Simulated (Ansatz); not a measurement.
**Geometry relaxation of Al2O3 (part 2 of 2)**

The same run, continued: Al2O3 (R-3c, 10 atoms in the cell); DFT r2SCAN, scalar-relativistic, plane waves, PAW, no spin polarisation (Ansatz 0.2.0); cutoff 500 eV, 6×6×6 k-mesh, Gaussian smearing of 0.02 eV. The structure derives from an entry of the Crystallography Open Database.

Geometry of the input (Å; fractional positions):
```
2.3803  1.3742  4.3319
-2.3803  1.3742  4.3319
0.0000  -2.7485  4.3319
Al 0.3522  0.3522  0.3522
Al 0.1478  0.1478  0.1478
Al 0.6478  0.6478  0.6478
Al 0.8522  0.8522  0.8522
O  0.5567  0.9433  0.2500
O  0.2500  0.5567  0.9433
O  0.9433  0.2500  0.5567
O  0.4433  0.0567  0.7500
O  0.7500  0.4433  0.0567
O  0.0567  0.7500  0.4433
```

## Output, continued
```
--- Per-component energies (eV) ---
  E_band       = 34.403336
  E_kinetic    = 1193.088969
  E_local      = -1987.126148  (includes V_loc(G=0)·N_el)
  E_nonlocal   = 318.378809
  E_hartree    = 741.388568
  E_xc         = -601.461340
  E_vxc        = -779.030260  (∫ρ·V_xc dr)
  E_paw        = -2856.707865  (= ΣΔE_a)
  E_vpaw       = -240.908966  (= ΣTr[D̂ρ^β])
  E_aug_tail   = 0.006178  (compensation charges beyond the density's cutoff)
  E_vtau       = 47.217447  (kinetic-family band-sum trace: ∫τ·v_τ [+ j·A + Jᵃ·Aᵃ] dr)
  E_ewald      = -2397.761627
  E_core_change = -0.432078  (= ΣΔE_core)
  E_smearing   = -0.000000  (= −TS)
  E_closure    = 0.000000  (closes the sum)
  Σ components = -5590.626534   (vs F -5590.626534, Δ=0.00e0)
--- Forces (eV/Å), atoms counted from 1 ---
  atom   1  Al    -0.00000000     0.00000000    -0.00226533
  atom   2  Al    -0.00000000    -0.00000000     0.00226533
  atom   3  Al     0.00000000    -0.00000000     0.00226533
  atom   4  Al     0.00000000     0.00000000    -0.00226533
  atom   5  O      0.00290144     0.00000000     0.00000000
  atom   6  O     -0.00145072     0.00251272     0.00000000
  atom   7  O     -0.00145072    -0.00251272    -0.00000000
  atom   8  O     -0.00290144    -0.00000000    -0.00000000
  atom   9  O      0.00145072    -0.00251272    -0.00000000
  atom  10  O      0.00145072     0.00251272     0.00000000
  max |Σ_I F_I| component: 4.34e-18 eV/Å
--- Stress (GPa, compression-positive) ---
        0.002532       0.000000      -0.000000
        0.000000       0.002532       0.000000
       -0.000000       0.000000      -0.017952
  P = ⅓ Tr σ = -0.0043 GPa (-0.043 kbar)
--- Band table (eV; the first three rows and the last of 32) ---
  k-point 0: bands = ["-12.8437", "-10.5625", "-10.2875", "-10.2875", "-9.9802", "-9.9802", "0.4064", "1.4175", "1.7426", "1.7426", "2.8605", "2.9753", "2.9753", "4.0062", "4.4130", "5.8873", "5.8873", "6.0125", "6.0125", "6.8262", "6.8262", "7.2992", "7.2992", "7.3460", "14.4832", "17.4817", "19.3063", "19.9650", "19.9650", "20.0363", "20.7757", "20.8136", "20.8136", "22.2594"]
  k-point 1: bands = ["-12.7012", "-10.6333", "-10.3648", "-10.3142", "-10.0453", "-9.9897", "0.5591", "1.1537", "1.5675", "2.3104", "2.3767", "2.9151", "3.8533", "4.5536", "4.6718", "5.4179", "5.7773", "5.9199", "6.0833", "6.4654", "6.6356", "6.9910", "7.2569", "7.2900", "15.1115", "17.9999", "18.8049", "19.5483", "19.6871", "19.8954", "21.0219", "21.0584", "21.3044", "21.5228"]
  k-point 2: bands = ["-12.2975", "-11.0760", "-10.3407", "-10.3126", "-10.1838", "-10.0511", "0.7383", "1.1767", "1.4334", "2.2109", "2.9978", "3.4732", "4.2812", "4.8908", "5.0292", "5.1739", "5.4784", "5.5806", "5.8717", "5.9507", "6.4723", "6.7778", "7.1043", "7.1494", "16.4529", "18.2329", "18.5184", "18.9260", "19.2881", "19.9097", "20.7483", "20.7706", "21.3120", "21.9651"]
  k-point 31: bands = ["-11.8567", "-11.8567", "-10.1511", "-10.1511", "-10.1511", "-10.1511", "1.7237", "1.7237", "2.8583", "2.8583", "2.8583", "2.8583", "3.2479", "3.2479", "5.0676", "5.0676", "5.3072", "5.3072", "5.3072", "5.3072", "6.9525", "6.9525", "6.9525", "6.9525", "16.9741", "16.9741", "19.5389", "19.5389", "21.0398", "21.0398", "21.1922", "21.1922", "21.1922", "21.1922"]
--- Relaxed structure (4 steps of the walk, 4 accepted, 1 SCFs on fresh bases) ---
  F+E_penalty+E_count = -5590.62653375 eV   max|allowed force component| = 2.901e-3 eV/Å   (the final SCF, on the basis selected at the relaxed cell)
  cell:  # Å, volume = 84.9601 Å³
    - [2.379468708765374, 1.3737868995173137, 4.3317584919425345]
    - [-2.379468708765374, 1.3737868995173137, 4.3317584919425345]
    - [8.702933554914856e-36, -2.747573799084626, 4.331758491926679]
  atoms:
    - { symbol: Al, position: [0.351923765278361, 0.351923765278361, 0.351923765278361] }
    - { symbol: Al, position: [0.14807623472163894, 0.14807623472163894, 0.14807623472163892] }
    - { symbol: Al, position: [0.6480762347216389, 0.6480762347216389, 0.6480762347216389] }
    - { symbol: Al, position: [0.8519237652783613, 0.8519237652783613, 0.8519237652783614] }
    - { symbol: O, position: [0.5563371802373379, 0.9436628197626621, 0.25] }
    - { symbol: O, position: [0.25, 0.5563371802373379, 0.943662819762662] }
    - { symbol: O, position: [0.943662819762662, 0.25000000000000006, 0.5563371802373378] }
    - { symbol: O, position: [0.4436628197626621, 0.056337180237337914, 0.75] }
    - { symbol: O, position: [0.7499999999999999, 0.443662819762662, 0.05633718023733797] }
    - { symbol: O, position: [0.05633718023733797, 0.75, 0.44366281976266203] }
```

## Trajectory as extended XYZ (Å, eV, eV/Å), 5 frames, from step=1 to step=5
```
10
Lattice="2.3803 1.3742 4.3319 -2.3803 1.3742 4.3319 0.0000 -2.7485 4.3319" Properties=species:S:1:pos:R:3:forces:R:3 step=1 energy=-5590.62592 pressure_GPa=-0.19
Al    0.0000    0.0000    4.5765    0.0000   0.0000  -0.0593
Al    0.0000    0.0000    1.9213    0.0000   0.0000   0.0593
Al    0.0000    0.0000    8.4191    0.0000   0.0000   0.0593
Al    0.0000    0.0000   11.0743    0.0000   0.0000  -0.0593
O    -0.9203    1.3742    7.5808   -0.0443   0.0000   0.0000
O    -0.7300   -1.4841    7.5808    0.0222  -0.0384   0.0000
O     1.6503    0.1099    7.5808    0.0222   0.0384   0.0000
O     0.9203   -1.3742    5.4148    0.0443   0.0000   0.0000
O     0.7300    1.4841    5.4148   -0.0222   0.0384   0.0000
O    -1.6503   -0.1099    5.4148   -0.0222  -0.0384   0.0000
10
Lattice="2.3796 1.3739 4.3331 -2.3796 1.3739 4.3331 0.0000 -2.7477 4.3331" Properties=species:S:1:pos:R:3:forces:R:3 step=2 energy=-5590.62618 pressure_GPa=-0.11
Al    0.0000    0.0000    4.5773    0.0000   0.0000  -0.0509
Al    0.0000    0.0000    1.9224    0.0000   0.0000   0.0509
Al    0.0000    0.0000    8.4222    0.0000   0.0000   0.0509
Al    0.0000    0.0000   11.0770    0.0000   0.0000  -0.0509
O    -0.9206    1.3739    7.5830   -0.0275   0.0000   0.0000
O    -0.7295   -1.4842    7.5830    0.0138  -0.0238   0.0000
O     1.6501    0.1104    7.5830    0.0138   0.0238   0.0000
O     0.9206   -1.3739    5.4164    0.0275   0.0000   0.0000
O     0.7295    1.4842    5.4164   -0.0138   0.0238   0.0000
O    -1.6501   -0.1104    5.4164   -0.0138  -0.0238   0.0000
10
Lattice="2.3794 1.3737 4.3319 -2.3794 1.3737 4.3319 0.0000 -2.7475 4.3319" Properties=species:S:1:pos:R:3:forces:R:3 step=3 energy=-5590.62654 pressure_GPa=0.01
Al    0.0000    0.0000    4.5741    0.0000   0.0000  -0.0144
Al    0.0000    0.0000    1.9237    0.0000   0.0000   0.0144
Al    0.0000    0.0000    8.4215    0.0000   0.0000   0.0144
Al    0.0000    0.0000   11.0720    0.0000   0.0000  -0.0144
O    -0.9217    1.3737    7.5808    0.0040   0.0000   0.0000
O    -0.7288   -1.4851    7.5808   -0.0020   0.0035   0.0000
O     1.6505    0.1113    7.5808   -0.0020  -0.0035   0.0000
O     0.9217   -1.3737    5.4149   -0.0040   0.0000   0.0000
O     0.7288    1.4851    5.4149    0.0020  -0.0035   0.0000
O    -1.6505   -0.1113    5.4149    0.0020   0.0035   0.0000
10
Lattice="2.3795 1.3738 4.3318 -2.3795 1.3738 4.3318 0.0000 -2.7476 4.3318" Properties=species:S:1:pos:R:3:forces:R:3 step=4 energy=-5590.62656 pressure_GPa=-0.00
Al    0.0000    0.0000    4.5733    0.0000   0.0000  -0.0023
Al    0.0000    0.0000    1.9243    0.0000   0.0000   0.0023
Al    0.0000    0.0000    8.4219    0.0000   0.0000   0.0023
Al    0.0000    0.0000   11.0710    0.0000   0.0000  -0.0023
O    -0.9216    1.3738    7.5806    0.0029   0.0000   0.0000
O    -0.7289   -1.4850    7.5806   -0.0014   0.0025   0.0000
O     1.6505    0.1113    7.5806   -0.0014  -0.0025   0.0000
O     0.9216   -1.3738    5.4147   -0.0029   0.0000   0.0000
O     0.7289    1.4850    5.4147    0.0014  -0.0025   0.0000
O    -1.6505   -0.1113    5.4147    0.0014   0.0025   0.0000
10
Lattice="2.3795 1.3738 4.3318 -2.3795 1.3738 4.3318 0.0000 -2.7476 4.3318" Properties=species:S:1:pos:R:3:forces:R:3 step=5 energy=-5590.62653 pressure_GPa=-0.00
Al    0.0000    0.0000    4.5733    0.0000   0.0000  -0.0023
Al    0.0000    0.0000    1.9243    0.0000   0.0000   0.0023
Al    0.0000    0.0000    8.4219    0.0000   0.0000   0.0023
Al    0.0000    0.0000   11.0710    0.0000   0.0000  -0.0023
O    -0.9216    1.3738    7.5806    0.0029   0.0000   0.0000
O    -0.7289   -1.4850    7.5806   -0.0015   0.0025   0.0000
O     1.6505    0.1113    7.5806   -0.0015  -0.0025   0.0000
O     0.9216   -1.3738    5.4147   -0.0029   0.0000   0.0000
O     0.7289    1.4850    5.4147    0.0015  -0.0025   0.0000
O    -1.6505   -0.1113    5.4147    0.0015   0.0025   0.0000
```

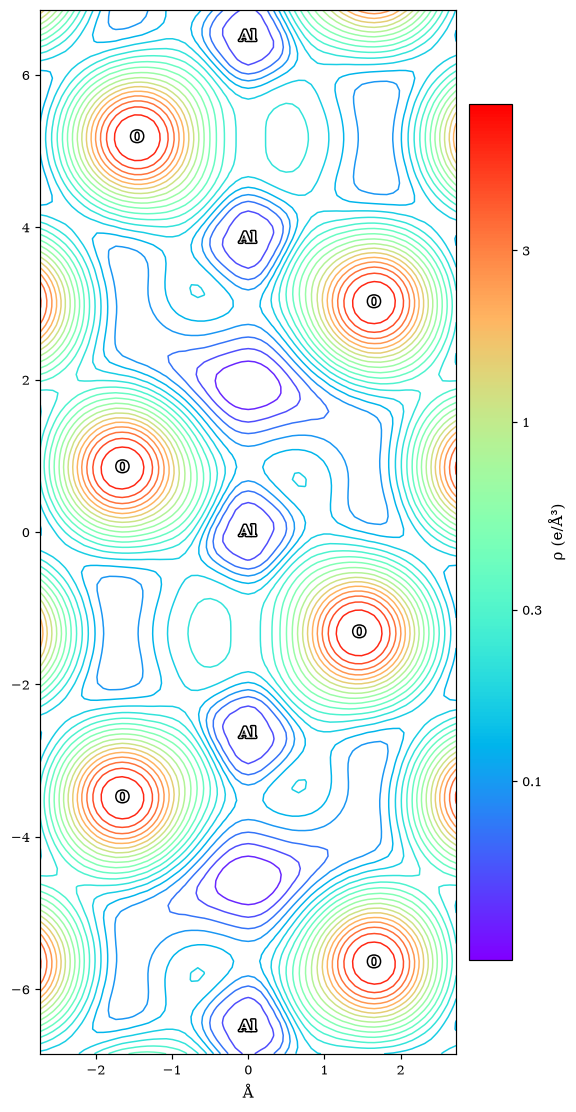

Fig. 1: Valence electron density on the (100) plane of the conventional cell. The section cuts through Al and O sites. Al–O (1.86 Å): ρ at the midpoint is about 0.65 e/Å³. Al–O (1.97 Å): the density is about 0.52 e/Å³ at the midpoint. Away from the nuclei the density in this plane falls to 0.03 e/Å³ at its lowest. The fields are those of the smooth PAW valence density.

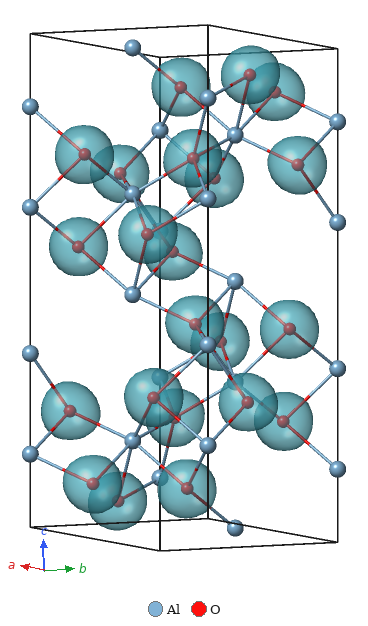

Fig. 2: Isosurface of the valence charge density (pseudo) at 1 e/Å³ (cyan), seen at an oblique angle. Sticks mark near contacts. The outline is the cell set on symmetry axes. At this value the density breaks into separate islands; it holds about 60 % of the electrons treated as valence. It is pinched off along the Al–O (1.86 Å) and Al–O (1.97 Å) contacts. On the grid the lowest density along these lines, outside the cores, is 0.52 e/Å³ (Al–O, 1.86 Å) and 0.41 e/Å³ (Al–O, 1.97 Å).

## Key numbers

```tsv
quantity	value
outcome	converged
space group (tolerance 0.01 Å)	R-3c (167)
electrons treated	48
free energy	−5590.6265 eV
Fermi energy	10.915 eV
gap on the k-point mesh	7.14 eV
pressure	0.00 GPa
final volume	84.96 Å³
largest force (length of the vector) at the end	0.003 eV/Å
final cell	a = 5.130 Å, b = 5.130 Å, c = 5.130 Å, α = 55.27°, β = 55.27°, γ = 55.27°
hardware	2 threads of Intel Xeon @ 2.70GHz, 189 GiB of memory available, shared host
wall time	39 s (CPU time 74 s)
peak memory	0.72 GiB
```
